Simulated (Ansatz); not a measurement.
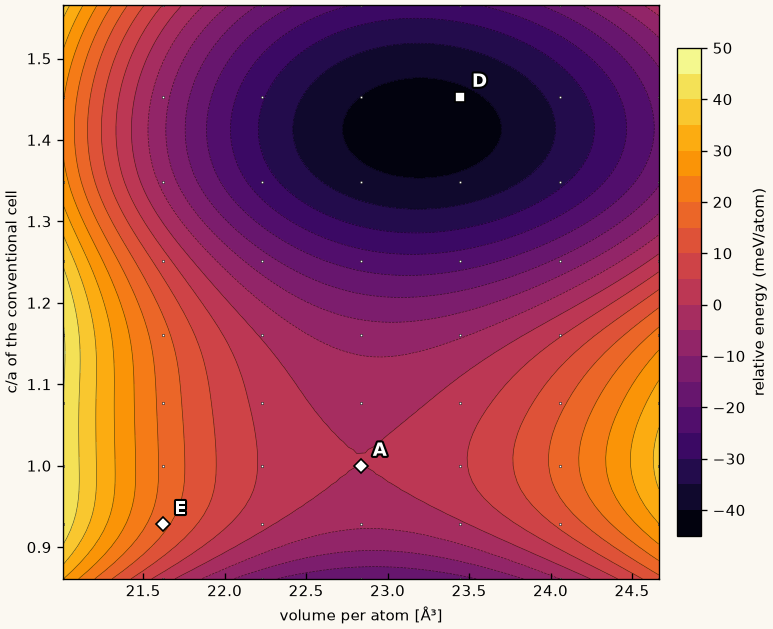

Zr (Im-3m, No. 229; 1 atom in the cell). The energy is mapped over volume and the cell's shape. First axis: volume per atom. Second axis: c/a of the conventional cell. Nothing is relaxed (symmetry fixes all fractional coordinates). The scan uses a 7 × 9 grid. Points are written as (first, second). All energies are given in meV/atom relative to the relaxed crystal. Computed with Ansatz 0.2.0, DFT PBE, scalar-relativistic, plane waves, PAW. Settings: cutoff 420 eV, k-mesh 20×20×20, gaussian smearing 0.15 eV, no spin polarisation.

Drawn: filled contours, dots at the grid points, lettered points. Between grid points the surface is interpolated.

**Rank the lettered points by energy, lowest first.**

D (−41 meV/atom), A (0 meV/atom), E (17 meV/atom).

**What kind of point is each of A, D, E: minimum, saddle, maximum or slope?**

A: saddle point; D: minimum; E: on a slope. (In these two coordinates alone; a stationary point may lie a little off the grid point.)

**Which space group has the cell at each letter?**

A: Im-3m; D: I4/mmm; E: I4/mmm.
